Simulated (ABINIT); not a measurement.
**A GW chain in ABINIT: CdS (Hawleyite)**

Wanted: ground state, empty states, screening and self-energy for CdS (Hawleyite).

Method: LDA and many-body steps on it, plane waves, in ABINIT 10.8.3.

**What was measured.**

- Gap 2.42 eV: optical gap from inflexion point of photoacoustic spectrum, as-grown film; photoacoustic spectroscopy; film (as-grown chemical bath deposited film, about 0.25 um thick, deposited at 80 C) (“Study of the band--gap shift in CdS films: Influence of thermal annealing in different atmospheres”, 1995, arxiv:cond-mat/9501125).

Report form: the programs' logs are mostly left out.

## 1. Starting point

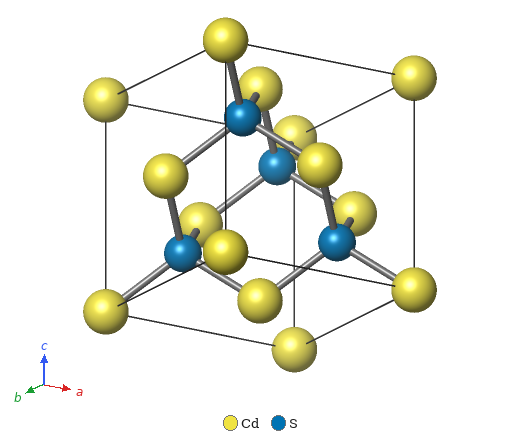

The cell as given, from a free direction (cadmium yellow, sulfur blue). This picture shows the conventional cell, with its axes. Bonds to atoms that aren't drawn are left out. Some periodic images of atoms are drawn too.

The cell and positions come from the Crystallography Open Database and are kept as given unless a step says otherwise.

## 2. Ground state

This step: ABINIT 10.8.3; DFT, LDA, plane waves, norm-conserving pseudopotentials.

The ground-state density comes first.

run.abi reads:

```
acell 3*1.0 Angstrom
rprim 
  -0.000000000000 2.916500000000 2.916500000000
  2.916500000000 -0.000000000000 2.916500000000
  2.916500000000 2.916500000000 -0.000000000000
ntypat 2
znucl 48 16
natom 2
typat 1 2
xred 
  0.000000000000 0.000000000000 0.000000000000
  0.250000000000 0.250000000000 0.250000000000
pp_dirpath "pseudos"
pseudos "Cd.upf, S.upf"
ecut 47
ngkpt 6 6 6
nshiftk 1
shiftk 0 0 0
kptopt 1
chksymbreak 0
nband 18
occopt 1
tolvrs 1e-10
nstep 60
prtwf 0
indata_prefix "in"
outdata_prefix "out"
tmpdata_prefix "tmp"
```

Started as:

```console
> OMP_NUM_THREADS=1 mpirun -n 4 abinit run.abi > log
```

The job ended after 21 s (4 MPI ranks of Arm Neoverse V1, shared host; peak memory 0.36 GiB; 86 s of CPU time).

This step gave:

```yaml
total_energy: -5071.8930 eV
gap: 0.8602 eV
k_of_the_valence_top: 0, 0, 0
k_of_the_conduction_bottom: 0, 0, 0
least_direct_gap: 0.8602 eV
pressure: -2.762 GPa
```

The gap is direct, at Γ.

The cutoff was set for levels, not for stress, so the pressure can be off by some GPa.

## 3. Bands along the symmetry lines

The cheap functional maps the bands first; the places of the edges decide which points the dearer methods must see.

run.abi reads:

```
acell 3*1.0 Angstrom
rprim 
  -0.000000000000 2.916500000000 2.916500000000
  2.916500000000 -0.000000000000 2.916500000000
  2.916500000000 2.916500000000 -0.000000000000
ntypat 2
znucl 48 16
natom 2
typat 1 2
xred 
  0.000000000000 0.000000000000 0.000000000000
  0.250000000000 0.250000000000 0.250000000000
pp_dirpath "pseudos"
pseudos "Cd.upf, S.upf"
ecut 47
iscf -2
irdden 1
kptopt 0
nkpt 50
kpt 
  0.00000000 0.00000000 0.00000000
  -0.06250000 -0.06250000 0.00000000
  -0.12500000 -0.12500000 0.00000000
  -0.18750000 -0.18750000 0.00000000
  -0.25000000 -0.25000000 0.00000000
  -0.31250000 -0.31250000 0.00000000
  -0.37500000 -0.37500000 0.00000000
  -0.43750000 -0.43750000 0.00000000
  -0.50000000 -0.50000000 0.00000000
  -0.48437500 -0.48437500 0.03125000
  -0.46875000 -0.46875000 0.06250000
  -0.45312500 -0.45312500 0.09375000
  -0.43750000 -0.43750000 0.12500000
  -0.42187500 -0.42187500 0.15625000
  -0.40625000 -0.40625000 0.18750000
  -0.39062500 -0.39062500 0.21875000
  -0.37500000 -0.37500000 0.25000000
  -0.37500000 0.00000000 0.37500000
  -0.32812500 0.00000000 0.32812500
  -0.28125000 0.00000000 0.28125000
  -0.23437500 0.00000000 0.23437500
  -0.18750000 0.00000000 0.18750000
  -0.14062500 0.00000000 0.14062500
  -0.09375000 0.00000000 0.09375000
  -0.04687500 0.00000000 0.04687500
  0.00000000 0.00000000 0.00000000
  0.00000000 0.00000000 0.06250000
  0.00000000 0.00000000 0.12500000
  0.00000000 0.00000000 0.18750000
  0.00000000 0.00000000 0.25000000
  0.00000000 0.00000000 0.31250000
  0.00000000 0.00000000 0.37500000
  0.00000000 0.00000000 0.43750000
  0.00000000 0.00000000 0.50000000
  -0.06250000 -0.03125000 0.46875000
  -0.12500000 -0.06250000 0.43750000
  -0.18750000 -0.09375000 0.40625000
  -0.25000000 -0.12500000 0.37500000
  -0.31250000 -0.15625000 0.34375000
  -0.37500000 -0.18750000 0.31250000
  -0.43750000 -0.21875000 0.28125000
  -0.50000000 -0.25000000 0.25000000
  -0.50000000 -0.28125000 0.21875000
  -0.50000000 -0.31250000 0.18750000
  -0.50000000 -0.34375000 0.15625000
  -0.50000000 -0.37500000 0.12500000
  -0.50000000 -0.40625000 0.09375000
  -0.50000000 -0.43750000 0.06250000
  -0.50000000 -0.46875000 0.03125000
  -0.50000000 -0.50000000 0.00000000
istwfk *1
nband 23
nbdbuf 5
tolwfr 1e-07
nstep 50
prtwf 0
prtvol 0
indata_prefix "in"
outdata_prefix "out"
tmpdata_prefix "tmp"
```

The job ended after 29 s (4 MPI ranks; peak memory 0.36 GiB).

This step gave:

```
gap                        : 0.8602 eV
k of the valence top       : 0, 0, 0
k of the conduction bottom : 0, 0, 0
least direct gap           : 0.8602 eV
```

The gap is 0.860 eV, as in the run before at this level.

Electronic bands along the path, in eV, zero at the top of the highest filled band:

```
    point  band 10  band 11  band 12  band 13  band 14  band 15  band 16  band 17
        Γ    -7.27     0.00     0.00     0.00     0.86     6.34     6.34     6.34
        X    -6.82    -4.06    -1.92    -1.92     3.31     4.15     8.92    10.53
        U    -6.68    -4.05    -2.60    -1.56     4.01     5.26     8.22     8.84
jump to K    -6.68    -4.05    -2.60    -1.56     4.01     5.26     8.22     8.84
        Γ    -7.27     0.00     0.00     0.00     0.86     6.34     6.34     6.34
        L    -6.89    -4.52    -0.77    -0.77     2.76     6.82     6.82     7.21
        W    -6.63    -4.01    -2.33    -2.24     5.23     5.25     6.99     7.79
        X    -6.82    -4.06    -1.92    -1.92     3.31     4.15     8.92    10.53
```

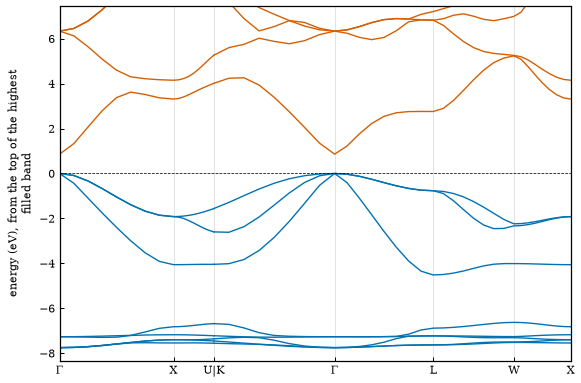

Electronic bands along the path; lines of filled and empty bands in two colours.

## 4. Empty states on the mesh, 4×4×4 mesh, 275 bands

The sums over transitions need many empty states on a uniform mesh; this step solves for them.

run.abi reads:

```
acell 3*1.0 Angstrom
rprim 
  -0.000000000000 2.916500000000 2.916500000000
  2.916500000000 -0.000000000000 2.916500000000
  2.916500000000 2.916500000000 -0.000000000000
ntypat 2
znucl 48 16
natom 2
typat 1 2
xred 
  0.000000000000 0.000000000000 0.000000000000
  0.250000000000 0.250000000000 0.250000000000
pp_dirpath "pseudos"
pseudos "Cd.upf, S.upf"
ecut 47
ngkpt 4 4 4
nshiftk 1
shiftk 0 0 0
kptopt 1
chksymbreak 0
iscf -2
irdden 1
istwfk *1
nband 275
nbdbuf 24
tolwfr 1e-09
nstep 60
prtvol 0
indata_prefix "in"
outdata_prefix "out"
tmpdata_prefix "tmp"
```

The job ended after 3.5 min (4 MPI ranks; peak memory 0.53 GiB).

This step gave:

* gap: 0.8602 eV
* k of the valence top: 0, 0, 0
* k of the conduction bottom: 0, 0, 0
* least direct gap: 0.8602 eV
* k points computed: 8
* lowest point of the top converged band, above the valence top: 152.6145 eV

On this mesh the gap is 0.860 eV.

## 5. Screening, 4×4×4 mesh, 251 bands, screening to 244.9 eV

The RPA dielectric matrix is built and inverted for each q.

This step: RPA screening on LDA, plane waves, norm-conserving pseudopotentials.

Edit run.abi of step 4 so:

```diff
@@ -20,10 +20,11 @@
 chksymbreak 0
-iscf -2
-irdden 1
 istwfk *1
-nband 275
-nbdbuf 24
-tolwfr 1e-09
-nstep 60
-prtvol 0
+occopt 1
+irdwfk 1
+optdriver 3
+nband 251
+ecuteps 9
+inclvkb 2
+awtr 1
+symchi 1
 indata_prefix "in"
```

The job ended after 3.4 min (4 MPI ranks; peak memory 2.3 GiB; 14 min of CPU time).

Numbers from this step:

```
ε∞ with local fields, on this mesh, along the program's q direction : 18.50
the same without local fields                                       : 19.36
plasma frequency                                                    : 26.88 eV
plane waves in the screening matrix                                 : 411
```

Local fields lower ε∞ by 4 %. On a Γ-centred mesh this coarse the value itself is usually too large, while a short band sum pulls it down.

## 6. Self-energy, 4×4×4 mesh, 251 bands, screening to 244.9 eV

The self-energy is evaluated for the states that the input lists, and the levels follow from it, in one-shot runs by the linearised quasiparticle equation.

This step: G0W0 on LDA, plane waves, norm-conserving pseudopotentials.

Edit run.abi of step 5 so:

```diff
@@ -23,8 +23,19 @@
 irdwfk 1
-optdriver 3
+optdriver 4
 nband 251
+gwcalctyp 0
+ecutsigx 47
+symsigma 1
+nkptgw 3
+kptgw 
+  0.0000000000 0.0000000000 0.0000000000
+  0.5000000000 0.0000000000 0.0000000000
+  0.5000000000 0.5000000000 0.0000000000
+bdgw 
+  11 17
+  12 16
+  12 15
 ecuteps 9
-inclvkb 2
-awtr 1
-symchi 1
+irdscr 1
+ppmodel 1
 indata_prefix "in"
```

Run time: 93 s. Hardware: 4 MPI ranks; peak memory 2.4 GiB.

This step gave:

| Item | Value |
| --- | --- |
| G0W0 gap on the points computed | 2.123 eV |
| starting gap on the mesh | 0.8602 eV |
| k of the valence top | 0, 0, 0 |
| k of the conduction bottom | 0, 0, 0 |
| Z at the valence top | 0.776 |
| Z at the conduction bottom | 0.807 |
| least direct G0W0 gap on the computed points | 2.123 eV |

The gap on the mesh goes from 0.86 eV to 2.12 eV, a correction of +1.26 eV.

Limits: finite bands, cutoff and mesh; no spin-orbit coupling; coarse k mesh. v1 is the top filled band, c1 the lowest empty one. Levels before and after the correction, in eV, zero at the valence-band top of each column:

|  | conduction bottom | valence top |
| --- | --- | --- |
| Kohn-Sham | 0.86 | 0.00 |
| G0W0 | 2.12 | 0.00 |

|  | level | energy (eV) |
| --- | --- | --- |
| Kohn-Sham | Γ v3-v1 | 0.000 |
| Kohn-Sham | Γ c1 | 0.860 |
| Kohn-Sham | Γ c2-c4 | 6.335 |
| G0W0 | Γ v3-v1 | 0.000 |
| G0W0 | Γ c1 | 2.123 |
| G0W0 | Γ c2-c4 | 7.826 |

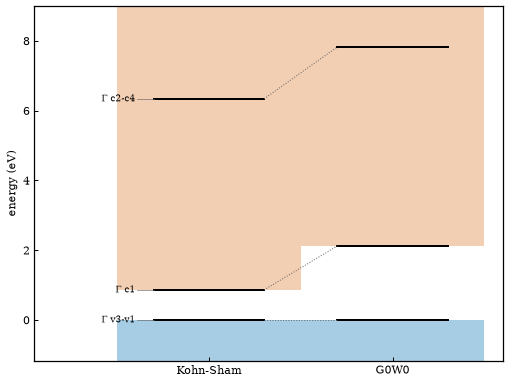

Levels before and after the correction. Shaded: valence and conduction bands.

## 7. Where the time went

Times are wall times on 4 MPI ranks of Arm Neoverse V1, shared host, good to a factor of about two.

| step | time | share | memory (GiB) |
| --- | --- | --- | --- |
| ground state | 21 s | 4 % | 0.36 |
| bands along the symmetry lines | 29 s | 5 % | 0.36 |
| empty states on the mesh | 3.5 min | 37 % | 0.53 |
| screening | 3.4 min | 37 % | 2.3 |
| self-energy | 93 s | 17 % | 2.4 |

## 8. Results

| Property | Result |
| --- | --- |
| LDA gap | 0.86 eV, direct |
| G0W0 gap on the mesh | 2.12 eV |
| GW settings | 4×4×4 mesh, 251 bands, screening to 244.9 eV, Godby-Needs plasmon pole |
| known limits | not at the basis limit; no spin-orbit coupling; coarse k mesh |

What this shows: G0W0 moves the gap on the mesh from 0.86 eV to 2.12 eV (+1.26 eV), with Z of 0.78 and 0.81 at the edges. Local fields lower the RPA ε∞ on this mesh from 19.36 to 18.50; a Γ-centred mesh this coarse tends to raise both, most where the direct gap is narrow, while a short band sum lowers them. Only 3 of the mesh's irreducible points were corrected, so a valley elsewhere could overtake. Against experiment, by G0W0@LDA: the gap of 2.12 eV lies −0.30 eV from the measured 2.42 eV (optical, 1995). An exciton line or allowed optical edge lies below the quasiparticle gap by the binding energy; a forbidden edge can push the onset above it. The calculation has static nuclei and no excitons; a measured gap holds zero-point and thermal motion, which mostly lowers it. Bands and cutoff are finite, so the gap is not at the basis limit. The miss can reach some tenths of an eV and take either sign; the mesh is an error of its own. In the G0W0 run levels were corrected at 3 k points alone, so a gap called «on the mesh» is the least over those, and an edge elsewhere would be missed. The 4×4×4 mesh is coarse for this cell, which bears on the long-range parts of exchange and screening. The many-body steps are scalar-relativistic: spin-orbit coupling is not in them.

[Paths, hosts, dates, memory and timing lines, banners, echoed tables and standing remarks are left out of the program output.]

[Logs are printed without paths, hosts, clocks, repeated set-up lines and the standing remarks that a program may print on its own settings, such as how far it seeks lower states.]

[Runs of the session that timed out or met a known fault of the program may be left out.]

[Hosts, paths, dates, database ids (printed as entryN), source tags and the programs' standing remarks are cut or masked in the printed files.]

[G0W0 gaps are taken among the corrected bands and points alone; a level outside them can change the order at an edge.]

[Where Ansatz stands beside ABINIT at settings called matched, ABINIT's density can come from a denser mesh and the files from another edition; pairs whose starting gaps differed by over 0.03 eV were left out, so agreement reads better than it is.]
